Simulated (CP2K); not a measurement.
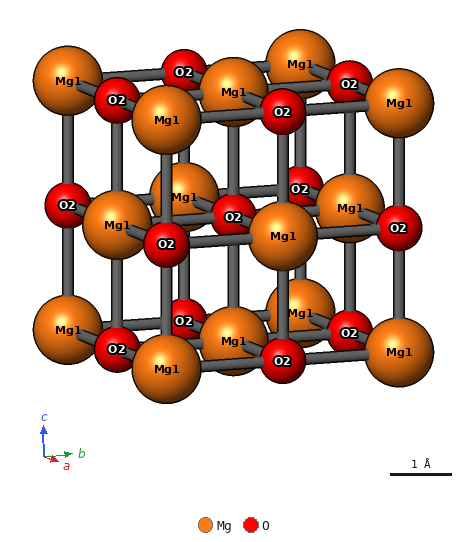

The structure as given in the input (ball-and-stick view of the cell 4 times as large as that of the calculation, set on its symmetry axes, seen slightly off an axis; atoms are numbered from 1 in the order of the input).

# MgO: single-point calculation

System: MgO (2 atoms in the cell).
Method: with the settings of its input (CP2K 2026.2).

The structure derives from an entry of the Crystallography Open Database. Some settings of this run were made unusual or wrong on purpose. The geometry comes from this level: r2SCAN.

**The program's output**
```
CP2K| version string:                                       CP2K version 2026.2
 CP2K|            -lib tblite libvori libbqb
 CP2K| Input file name                                                   run.inp

 GLOBAL| Force Environment number                                              1
 GLOBAL| Cholesky decomposition library                                ScaLAPACK
 GLOBAL| Direct generalized diagonalization requested                          F
 GLOBAL| Matrix multiplication library                                 ScaLAPACK

 GENERATE|  Preliminary Number of Bonds generated:                             0
 GENERATE|  Achieved consistency in connectivity generation.

 *******************************************************************************
 *******************************************************************************
 **                                                                           **
 **     #####                         ##              ##                      **
 **    ##   ##            ##          ##              ##                      **
 **   ##     ##                       ##            ######                    **
 **   ##     ##  ##   ##  ##   #####  ##  ##   ####   ##    #####    #####    **
 **   ##     ##  ##   ##  ##  ##      ## ##   ##      ##   ##   ##  ##   ##   **
 **   ##  ## ##  ##   ##  ##  ##      ####     ###    ##   ######   ######    **
 **    ##  ###   ##   ##  ##  ##      ## ##      ##   ##   ##       ##        **
 **     #######   #####   ##   #####  ##  ##  ####    ##    #####   ##        **
 **           ##                                                    ##        **
 **                                                                           **
 **                                                ... make the atoms dance   **
 **                                                                           **
 **                      J. Chem. Phys. 152, 194103 (2020)                    **
 **                                                                           **
 *******************************************************************************

 *** available. The full set of unoccupied MOs will be used. Use           ***
 *** 'ADDED_MOS -1' to always use all available MOs and to get rid of this ***
 *** warning.                                                              ***

 TOTAL NUMBERS AND MAXIMUM NUMBERS

  Total number of            - Atomic kinds:                                   2
                             - Atoms:                                          2
                             - Shell sets:                                     2
                             - Shells:                                         5
                             - Primitive Cartesian functions:                 12
                             - Cartesian basis functions:                      9
                             - Spherical basis functions:                      9

  Maximum angular momentum of- Orbital basis functions:                        1
                             - Local part of the GTH pseudopotential:          2
                             - Non-local part of the GTH pseudopotential:      1

 SCF PARAMETERS         Density guess:                                    ATOMIC
                        --------------------------------------------------------
                        max_scf:                                              80
                        max_scf_history:                                       0
                        max_diis:                                              4
                        --------------------------------------------------------
                        eps_scf:                                        1.00E-06
                        eps_scf_history:                                0.00E+00
                        eps_diis:                                       1.00E-01
                        eps_eigval:                                     1.00E-05
                        --------------------------------------------------------
                        level_shift [a.u.]:                             0.000000
                        added MOs                                         1    0
                        --------------------------------------------------------
                        Mixing method:                            BROYDEN_MIXING
                                                charge density mixing in g-space
                        --------------------------------------------------------
                        Smear method:                                FERMI_DIRAC
                        Electronic temperature [K]:                        232.0
                        Electronic temperature [a.u.]:                  7.35E-04
                        Accuracy threshold:                             1.00E-10
                        --------------------------------------------------------
                        No outer SCF

 Extrapolation method: initial_guess

 Number of electrons:                                                         16
 Number of occupied orbitals:                                                  8
 Number of molecular orbitals:                                                 9

 Number of orbital functions:                                                  9
 Number of independent orbital functions:                                      9

 SCF WAVEFUNCTION OPTIMIZATION

  ------------------------------------------------------------------------------
     1 NoMix/Diag. 0.30E+00    0.3     2.88509995       232.2862354032  2.32E+02
     2 Broy./Diag. 0.30E+00    0.5     0.00810904       233.8158100572  1.53E+00
     3 Broy./Diag. 0.30E+00    0.4     0.01874392       233.2120105844 -6.04E-01
     4 Broy./Diag. 0.30E+00    0.4     0.00003652       233.2095613939 -2.45E-03
     5 Broy./Diag. 0.30E+00    0.4     0.00016406       233.2032630853 -6.30E-03
     6 Broy./Diag. 0.30E+00    0.4     0.00000252       233.2031410092 -1.22E-04
     7 Broy./Diag. 0.30E+00    0.4     0.00000378       233.2029713170 -1.70E-04
     8 Broy./Diag. 0.30E+00    0.4     0.00000034       233.2029721340  8.17E-07

  *** SCF run converged in     8 steps ***

  Electronic density on regular grids:        -14.5108326740        1.4891673260
  Core density on regular grids:               21.7908422529        5.7908422529
  Total charge density on r-space grids:        7.2800095789
  Total charge density g-space grids:           7.2800095789

  Overlap energy of the core charge distribution:               0.00000000000000
  Self energy of the core charge distribution:               -187.87291228687351
  Core Hamiltonian energy:                                     56.53246637768640
  Hartree energy:                                             374.50897824224415
  Exchange-correlation energy:                                 -9.96551082609665
  Electronic entropic energy:                                  -0.00004937452755
  Fermi energy:                                                 1.33315877678495

  Total energy:                                               233.20297213397296
  Total energy (extrapolated to T->0):                        233.20299682123675

 KPOINTS| Band Structure Calculation
 KPOINTS| Number of k-point sets                                               6
 KPOINTS| Number of added MOs/bands                                            6
 KPOINTS| Number of k-points in set    1                                       1
 KPOINTS| In units of b-vector [2pi/Bohr]
 KPOINTS| Special point     1 not specifi     0.000000     0.000000     0.000000
 KPOINTS| Time for k-point line                                            0.004
 KPOINTS| Number of k-points in set    2                                       1
 KPOINTS| In units of b-vector [2pi/Bohr]
 KPOINTS| Special point     1 not specifi     0.500000     0.000000     0.500000
 KPOINTS| Time for k-point line                                            0.004
 KPOINTS| Number of k-points in set    3                                       1
 KPOINTS| In units of b-vector [2pi/Bohr]
 KPOINTS| Special point     1 not specifi     0.625000     0.250000     0.625000
 KPOINTS| Time for k-point line                                            0.004
 KPOINTS| Number of k-points in set    4                                       1
 KPOINTS| In units of b-vector [2pi/Bohr]
 KPOINTS| Special point     1 not specifi     0.375000     0.375000     0.750000
 KPOINTS| Time for k-point line                                            0.004
 KPOINTS| Number of k-points in set    5                                       1
 KPOINTS| In units of b-vector [2pi/Bohr]
 KPOINTS| Special point     1 not specifi     0.500000     0.500000     0.500000
 KPOINTS| Time for k-point line                                            0.004
 KPOINTS| Number of k-points in set    6                                       1
 KPOINTS| In units of b-vector [2pi/Bohr]
 KPOINTS| Special point     1 not specifi     0.500000     0.250000     0.750000
 KPOINTS| Time for k-point line                                            0.004

 ENERGY| Total FORCE_EVAL ( QS ) energy [hartree]            233.202973721401037

 FORCES| Atomic forces [hartree/bohr]
 FORCES|   Atom     x               y               z               |f|
 FORCES|      1  2.85854799E-15  1.87292383E-14 -2.16924699E-15   1.90699055E-14
 FORCES|      2 -2.18221721E-13 -3.78900904E-14 -1.31353398E-13   2.57507463E-13
 FORCES| Sum    -2.15363173E-13 -1.91608520E-14 -1.33522645E-13
 FORCES| Total atomic force                                       2.54119521E-13

 STRESS| Analytical stress tensor [bar]
 STRESS|                        x                   y                   z
 STRESS|      x       -1.40043703154E+09   7.03373277182E+07   4.97360014991E+07
 STRESS|      y        7.03373277182E+07  -1.48165558231E+09   2.87150932969E+07
 STRESS|      z        4.97360014991E+07   2.87150932969E+07  -1.50196021963E+09
 STRESS| 1/3 Trace                                            -1.46135094449E+09
 STRESS| Determinant                                          -3.10406392443E+27

 STRESS| Eigenvectors and eigenvalues of the analytical stress tensor [bar]
 STRESS|                        1                   2                   3
 STRESS| Eigenvalues  -1.52226485754E+09  -1.52226485677E+09  -1.33952311918E+09
 STRESS|      x          -0.572750766317      0.072731639050      0.816496581967
 STRESS|      y           0.588623981701     -0.656734030619      0.471404519700
 STRESS|      z           0.570507114635      0.750606769026      0.333333332330
```

**File bands.bs**
```
# Set 1: 1 special points, 1 k-points, 9 bands
#  Special point 1          0.00000000     0.00000000     0.00000000  not specified
#  Point 1      Spin 1:     0.00000000     0.00000000     0.00000000       1.00000000
#   Band    Energy [eV]     Occupation
       1  -189.82419091     2.00000000
       2   -86.23240289     2.00000000
       3   -71.80762459     2.00000000
       4   -71.80762400     2.00000000
       5     6.14252961     2.00000000
       6    29.26411136     2.00000000
       7    36.61847618     2.00000000
       8    36.80921861     2.00000000
       9    36.80921884     0.00000000
# Set 2: 1 special points, 1 k-points, 9 bands
#  Special point 1          0.50000000     0.00000000     0.50000000  not specified
#  Point 1      Spin 1:     0.50000000     0.00000000     0.50000000       1.00000000
#   Band    Energy [eV]     Occupation
       1  -189.61466823     2.00000000
       2   -86.22053966     2.00000000
       3   -71.85018866     2.00000000
       4   -71.84513216     2.00000000
       5     9.50249803     2.00000000
       6    22.30712270     2.00000000
       7    30.00718203     2.00000000
       8    34.39961515     2.00000000
       9    34.55293802     0.00000000
# Set 3: 1 special points, 1 k-points, 9 bands
#  Special point 1          0.62500000     0.25000000     0.62500000  not specified
#  Point 1      Spin 1:     0.62500000     0.25000000     0.62500000       1.00000000
#   Band    Energy [eV]     Occupation
       1  -189.61125630     2.00000000
       2   -86.21424037     2.00000000
       3   -71.84502248     2.00000000
       4   -71.84293801     2.00000000
       5     9.78400074     2.00000000
       6    19.47553068     2.00000000
       7    31.13085856     2.00000000
       8    34.97241068     2.00000000
       9    36.99430257     0.00000000
# Set 4: 1 special points, 1 k-points, 9 bands
#  Special point 1          0.37500000     0.37500000     0.75000000  not specified
#  Point 1      Spin 1:     0.37500000     0.37500000     0.75000000       1.00000000
#   Band    Energy [eV]     Occupation
       1  -189.61125630     2.00000000
       2   -86.21424037     2.00000000
       3   -71.84502274     2.00000000
       4   -71.84293775     2.00000000
       5     9.78400073     2.00000000
       6    19.47553069     2.00000000
       7    31.13085847     2.00000000
       8    34.97241066     2.00000000
       9    36.99430268     0.00000000
# Set 5: 1 special points, 1 k-points, 9 bands
#  Special point 1          0.50000000     0.50000000     0.50000000  not specified
#  Point 1      Spin 1:     0.50000000     0.50000000     0.50000000       1.00000000
#   Band    Energy [eV]     Occupation
       1  -189.65802778     2.00000000
       2   -86.18944296     2.00000000
       3   -71.82765040     2.00000000
       4   -71.82764981     2.00000000
       5    11.11911036     2.00000000
       6    18.65934352     2.00000000
       7    35.88614678     2.00000000
       8    35.88614701     2.00000000
       9    43.17469195     0.00000000
# Set 6: 1 special points, 1 k-points, 9 bands
#  Special point 1          0.50000000     0.25000000     0.75000000  not specified
#  Point 1      Spin 1:     0.50000000     0.25000000     0.75000000       1.00000000
#   Band    Energy [eV]     Occupation
       1  -189.60787631     2.00000000
       2   -86.21936957     2.00000000
       3   -71.84742428     2.00000000
       4   -71.84244960     2.00000000
       5     9.11860345     2.00000000
       6    19.19986719     2.00000000
       7    32.04352094     2.00000000
       8    32.10874108     2.00000000
       9    37.97863408     0.00000000
```

The run was set up as follows.

**Input file**
```
&GLOBAL
 PROJECT run
 RUN_TYPE ENERGY_FORCE
 PRINT_LEVEL LOW
&END GLOBAL
&FORCE_EVAL
 METHOD QS
 STRESS_TENSOR ANALYTICAL
 &DFT
  BASIS_SET_FILE_NAME BASIS_MOLOPT
  POTENTIAL_FILE_NAME GTH_POTENTIALS
  &QS
   EXTRAPOLATION USE_GUESS
  &END QS
  &MGRID
   CUTOFF 30
   REL_CUTOFF 50
  &END MGRID
  &XC
   &XC_FUNCTIONAL PBE
   &END XC_FUNCTIONAL
  &END XC
  &KPOINTS
   SCHEME MONKHORST-PACK 5 5 5
   SYMMETRY F
   FULL_GRID F
  &END KPOINTS
  &SCF
   ADDED_MOS 8
   EPS_SCF 1e-6
   MAX_SCF 80
   &DIAGONALIZATION
   &END DIAGONALIZATION
   &MIXING
    METHOD BROYDEN_MIXING
    ALPHA 0.3
   &END MIXING
   &SMEAR
    METHOD FERMI_DIRAC
    ELECTRONIC_TEMPERATURE [K] 232
   &END SMEAR
   &PRINT
    &ITERATION_INFO
    &END ITERATION_INFO
   &END PRINT
  &END SCF
  &PRINT
   &BAND_STRUCTURE
    FILE_NAME bands.bs
    ADDED_MOS 6
    &KPOINT_SET
     UNITS B_VECTOR
     SPECIAL_POINT 0.00000000 0.00000000 0.00000000
     NPOINTS 0
    &END KPOINT_SET
    &KPOINT_SET
     UNITS B_VECTOR
     SPECIAL_POINT 0.50000000 0.00000000 0.50000000
     NPOINTS 0
    &END KPOINT_SET
    &KPOINT_SET
     UNITS B_VECTOR
     SPECIAL_POINT 0.62500000 0.25000000 0.62500000
     NPOINTS 0
    &END KPOINT_SET
    &KPOINT_SET
     UNITS B_VECTOR
     SPECIAL_POINT 0.37500000 0.37500000 0.75000000
     NPOINTS 0
    &END KPOINT_SET
    &KPOINT_SET
     UNITS B_VECTOR
     SPECIAL_POINT 0.50000000 0.50000000 0.50000000
     NPOINTS 0
    &END KPOINT_SET
    &KPOINT_SET
     UNITS B_VECTOR
     SPECIAL_POINT 0.50000000 0.25000000 0.75000000
     NPOINTS 0
    &END KPOINT_SET
   &END BAND_STRUCTURE
  &END PRINT
 &END DFT
 &SUBSYS
  &CELL
   A 2.97291453 0.00000000 0.00000000
   B 1.48645727 2.57461951 0.00000000
   C 1.48645727 0.85820650 2.42737455
  &END CELL
  &COORD
   SCALED
   Mg 0.00000000 -0.00000000 -0.00000000
   O 0.50000000 0.50000000 0.50000000
  &END COORD
  &KIND Mg
   BASIS_SET SZV-MOLOPT-SR-GTH
   POTENTIAL GTH-PBE
  &END KIND
  &KIND O
   BASIS_SET SZV-MOLOPT-SR-GTH
   POTENTIAL GTH-PBE
  &END KIND
 &END SUBSYS
 &PRINT
  &STRESS_TENSOR
  &END STRESS_TENSOR
  &FORCES
  &END FORCES
 &END PRINT
&END FORCE_EVAL
```

Command:
```bash
cp2k.psmp -i run.inp
```

**What the run reported**

| quantity | value |
| --- | --- |
| outcome | converged |
| space group (tolerance 0.01 Å) | Fm-3m (225) |
| electrons treated | 16 |
| free energy | 6345.7761 eV |
| band gap | none (metallic) |
| pressure | −146135.09 GPa |
| largest force (length of the vector) | under 0.001 eV/Å |
| hardware | 2 threads of Arm Neoverse N1, 54 GiB of memory available, shared host |
| wall time | 4.8 s (CPU time 7.7 s) |
| peak memory | 0.15 GiB |

**What went wrong**

Some settings of this run were drawn to be unusual or wrong. It converged; results that depend on the unusual settings are not reference values.
